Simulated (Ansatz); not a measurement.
Al16O23 (cell with a defect)

Input file:

```
crystal:
  lattice:
    - [4.7738611999, 2.7561900488, -4.3382850876]
    - [0.0, -5.5123800976, -4.3382850876]
    - [-4.7738611999, 2.7561900488, -4.3382850876]
  atoms:
    - { symbol: Al, position: [0.8520790288, 0.3520790288, 0.3520790288] }
    - { symbol: Al, position: [0.3520790288, 0.3520790288, 0.8520790288] }
    - { symbol: Al, position: [0.3520790288, 0.8520790288, 0.3520790288] }
    - { symbol: Al, position: [0.8483781573, 0.8510244413, 0.8592211173], spin: 0.5 }
    - { symbol: Al, position: [0.6479209712, 0.1479209712, 0.1479209712] }
    - { symbol: Al, position: [0.1479209712, 0.1479209712, 0.6479209712] }
    - { symbol: Al, position: [0.1479209712, 0.6479209712, 0.1479209712] }
    - { symbol: Al, position: [0.6507955225, 0.6456680577, 0.6444719709], spin: 0.5 }
    - { symbol: Al, position: [0.3554128827, 0.8512093893, 0.8525906565], spin: 0.5 }
    - { symbol: Al, position: [0.8520790288, 0.8520790288, 0.3520790288] }
    - { symbol: Al, position: [0.8520790288, 0.3520790288, 0.8520790288] }
    - { symbol: Al, position: [0.3520790288, 0.3520790288, 0.3520790288] }
    - { symbol: Al, position: [0.1479209712, 0.6479209712, 0.6479209712] }
    - { symbol: Al, position: [0.6505142231, 0.6456997819, 0.1492975985], spin: 0.5 }
    - { symbol: Al, position: [0.6479209712, 0.1479209712, 0.6479209712] }
    - { symbol: Al, position: [0.1479209712, 0.1479209712, 0.1479209712] }
    - { symbol: O, position: [0.0970700724, 0.75, 0.4029299276] }
    - { symbol: O, position: [0.0970700724, 0.25, 0.9029299276] }
    - { symbol: O, position: [0.5970700724, 0.25, 0.4029299276] }
    - { symbol: O, position: [0.5970700724, 0.9029299276, 0.25] }
    - { symbol: O, position: [0.0970700724, 0.9029299276, 0.75] }
    - { symbol: O, position: [0.0970700724, 0.4029299276, 0.25] }
    - { symbol: O, position: [0.5970700724, 0.4029299276, 0.75] }
    - { symbol: O, position: [0.4029299276, 0.0970700724, 0.75] }
    - { symbol: O, position: [0.9029299276, 0.0970700724, 0.25] }
    - { symbol: O, position: [0.9029299276, 0.5970700724, 0.75] }
    - { symbol: O, position: [0.4029299276, 0.5970700724, 0.25] }
    - { symbol: O, position: [0.25, 0.9029299276, 0.0970700724] }
    - { symbol: O, position: [0.75, 0.9029299276, 0.5970700724] }
    - { symbol: O, position: [0.75, 0.4029299276, 0.0970700724] }
    - { symbol: O, position: [0.25, 0.4029299276, 0.5970700724] }
    - { symbol: O, position: [0.75, 0.0970700724, 0.9029299276] }
    - { symbol: O, position: [0.25, 0.0970700724, 0.4029299276] }
    - { symbol: O, position: [0.25, 0.5970700724, 0.9029299276] }
    - { symbol: O, position: [0.75, 0.5970700724, 0.4029299276] }
    - { symbol: O, position: [0.4029299276, 0.25, 0.0970700724] }
    - { symbol: O, position: [0.9029299276, 0.25, 0.5970700724] }
    - { symbol: O, position: [0.9029299276, 0.75, 0.0970700724] }
    - { symbol: O, position: [0.4029299276, 0.75, 0.5970700724] }
  host:
    lattice:
      - [2.3869305999, 1.3780950244, 4.3382850876]
      - [-2.3869305999, 1.3780950244, 4.3382850876]
      - [0.0, -2.7561900488, 4.3382850876]
    atoms:
      - { symbol: Al, position: [0.1479209712, 0.1479209712, 0.1479209712] }
      - { symbol: Al, position: [0.3520790288, 0.3520790288, 0.3520790288] }
      - { symbol: Al, position: [0.6479209712, 0.6479209712, 0.6479209712] }
      - { symbol: Al, position: [0.8520790288, 0.8520790288, 0.8520790288] }
      - { symbol: O, position: [0.9441401448, 0.5558598552, 0.25] }
      - { symbol: O, position: [0.4441401448, 0.75, 0.0558598552] }
      - { symbol: O, position: [0.5558598552, 0.25, 0.9441401448] }
      - { symbol: O, position: [0.25, 0.9441401448, 0.5558598552] }
      - { symbol: O, position: [0.75, 0.0558598552, 0.4441401448] }
      - { symbol: O, position: [0.0558598552, 0.4441401448, 0.75] }
basis:
  ecutwfc: 420
  xc_grid: 2
kpoints:
  mp_grid: { grid: [2, 2, 2], shift: [0.5, 0.5, 0.5] }
hamiltonian:
  xc: pbesol
scf:
  occupations: { method: gaussian, width: 0.02 }
  lower_state_search: "off"
output:
  forces: true
  stress: false
  eigenvalues: true
  populations: true
  charged_corrections:
    defect_position: [0.59707007, 0.75, 0.90292993]
    epsilon: [[9.717, 0.0, 0.0], [0.0, 9.717, 0.0], [0.0, 0.0, 11.8055]]
  write_density: true
  write_potential: true
  elf: true
  volumetric_format: npy
magnetization:
  spin_polarized: true
relax:
  adjacent_minimum: "off"
  f_tol: 0.03
  max_steps: 40
```

Launched as:

```sh
ansatz run input.yaml --threads 8 --pin off --max-ram 16384MiB --backend cpu --events-out ev --progress --plain --runs-dir out
```

The fields are those of the run's last geometry, not of the input's.

The program warned that a starting moment wasn't kept; spin-polarised, but the moments vanished.

Method: Ansatz, DFT PBEsol, scalar-relativistic, plane waves, PAW.

In a PAW calculation such maps are meaningful between the atoms, not at the nuclei.

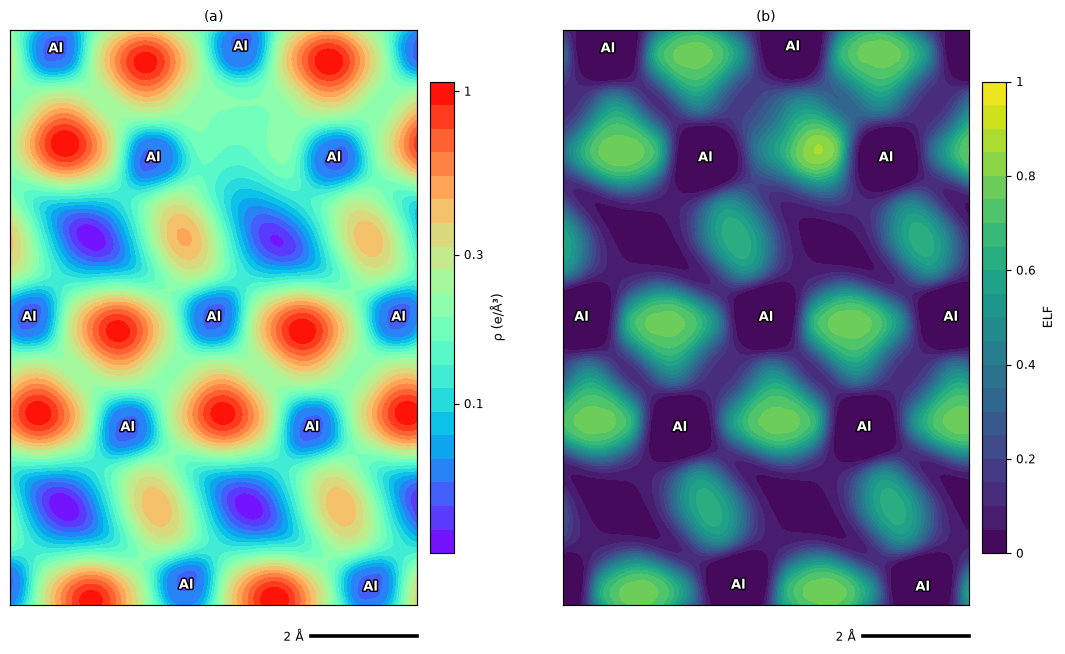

Figure 1. (a) valence charge density (pseudo); (b) electron localisation function on the (11̄0) plane of the calculation cell.

What do the fields say about this system?

The section cuts through Al sites. Atoms just off the plane (O, 0.7 Å away) can leave unmarked features too. Between the atoms the lowest density in this plane is 0.03 e/Å³.

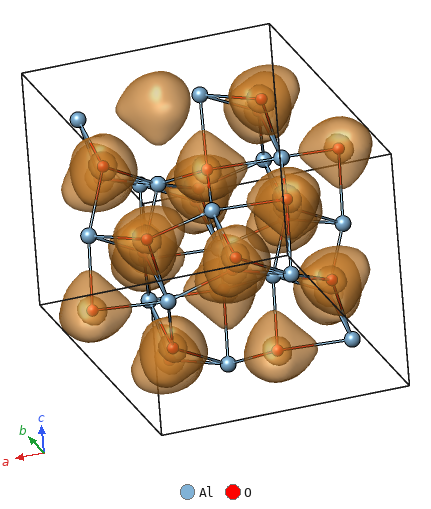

Figure 2. Isosurface of the electron localisation function at 0.7 (orange), seen at an oblique angle. Core shells and regions of very low density are left out. Sticks mark near contacts.

Where are the electrons localised?

At this value the surface marks out 23 regions on O in which the atom's valence shell and bonds are merged and one pocket between the atoms, centred on no nucleus (multi-centre or interstitial), counted in one cell of 39 atoms. Regions shared between cells count once. Profiles from the grid: Al–O (1.85 Å): the ELF peaks at about 0.85 in the valence shell of O, 0.7 Å from its nucleus, and is about 0.80 at the midpoint. Al–O (1.95 Å): the ELF peaks at about 0.85 in the valence shell of O, 0.7 Å from its nucleus, and is about 0.75 at the midpoint.

Does the calculation make it a metal, or give it a gap?

It is gapped, with a Kohn–Sham gap of 4.3 eV on the k-point mesh, an upper bound to the gap of this method.
